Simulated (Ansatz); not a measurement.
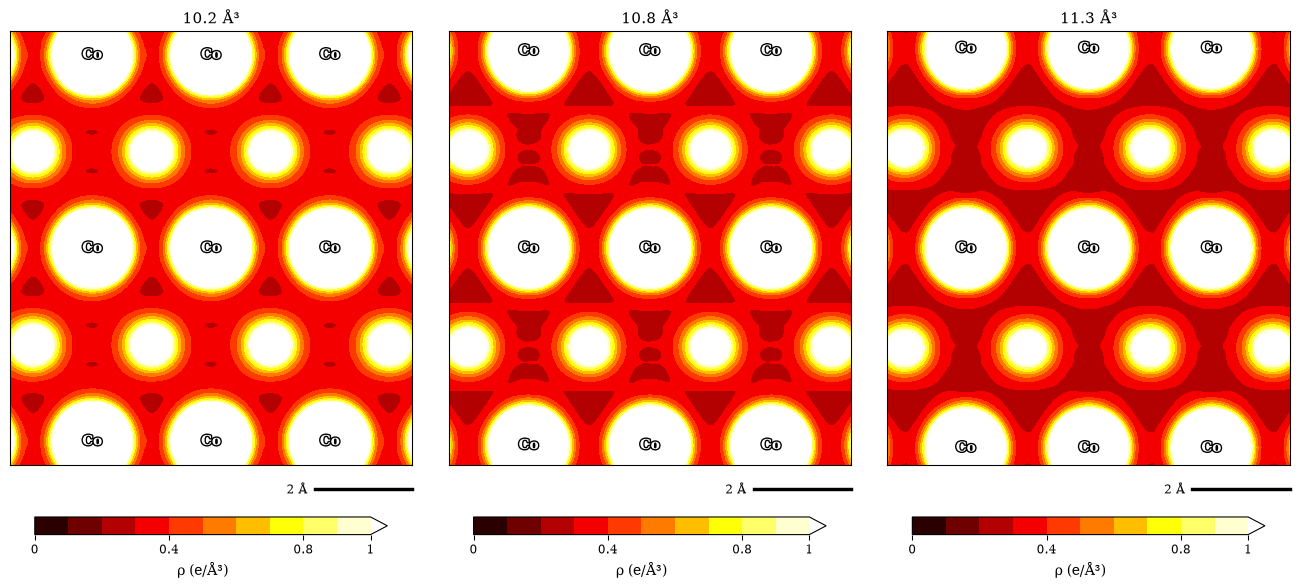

Co. The valence charge density (pseudo) of cells scaled evenly to different volumes (given per atom above each panel), on the (100) plane of each (indices in the axes of the cell below), at one length scale and on one colour scale.

A structure from a database of computed crystals, not necessarily the ambient phase; spin-polarised.

These are results of Ansatz 0.2.0, Kohn-Sham DFT of a periodic cell, LDA, Ansatz PAW, not measurements.

The largest cell:

```yaml
crystal:
  lattice:
    - [2.52048, 0.00000, 0.00000]
    - [-1.26024, 2.18280, 0.00000]
    - [0.00000, 0.00000, 4.10001]
  atoms:
    - { symbol: Co, position: [0.66667, 0.33333, 0.75000] }
    - { symbol: Co, position: [0.33333, 0.66667, 0.25000] }
```

| volume (Å³/atom) | Co–Co contact in the plane (Å) | ρ at its midpoint (e/Å³) | pressure (GPa) | largest moment (μB) | 
| --- | --- | --- | --- | --- |
| 10.21 | 2.439 | 0.388 | −5.7 | 1.55 | 
| 10.64 | 2.472 | ? | ? | ? | 
| 10.85 | 2.488 | 0.359 | −18.2 | 1.62 | 
| 11.28 | 2.520 | 0.343 | −24.2 | 1.67 | 

**Estimate the missing row, and compare with the calculation.**

Over the known rows ln ρ falls by 1.53 per Å of Co–Co distance (a least-squares line), which gives 0.369 e/Å³ at 2.472 Å; the calculation gives 0.369 e/Å³. For the pressure, a straight line in volume between the neighbouring rows gives −14.1 GPa; the calculation gives −14.6, lower because pressure rises ever faster on compression. For the largest moment, a straight line in volume between the neighbouring rows gives 1.60 μB; the calculation gives 1.60.
